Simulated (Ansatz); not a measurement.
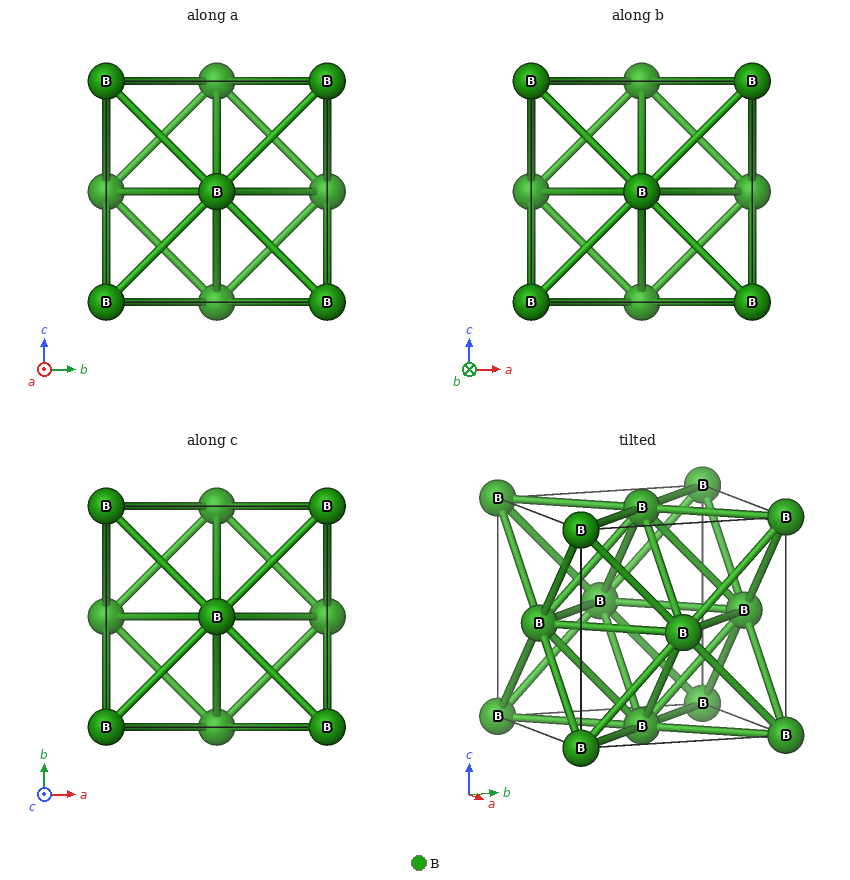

This ball-and-stick model is shown along the a axis, along the b axis, along the c axis and slightly off an axis. The wireframe shows the conventional unit cell.

Lattice parameters: a = 2.966 Å, b = 2.966 Å, c = 2.966 Å, α = 90.00°, β = 90.00°, γ = 90.00°.

### Give the structure in the form of a table of Wyckoff sites.

Space group Fm-3m (No. 225).
```csv
atom,site,x,y,z
B,4a,0.0000,0.0000,0.0000
```

Starting structure: a structure type filled with this element by a generator (whether the element takes this form wasn't checked). Earlier steps of the study may have refined or changed the cell and positions. Ansatz was used for an electronic-structure calculation on it.

At this level of theory the cell isn't at rest (stretched, at -26 GPa), so its distances can differ from those at equilibrium, the more so the softer the solid.
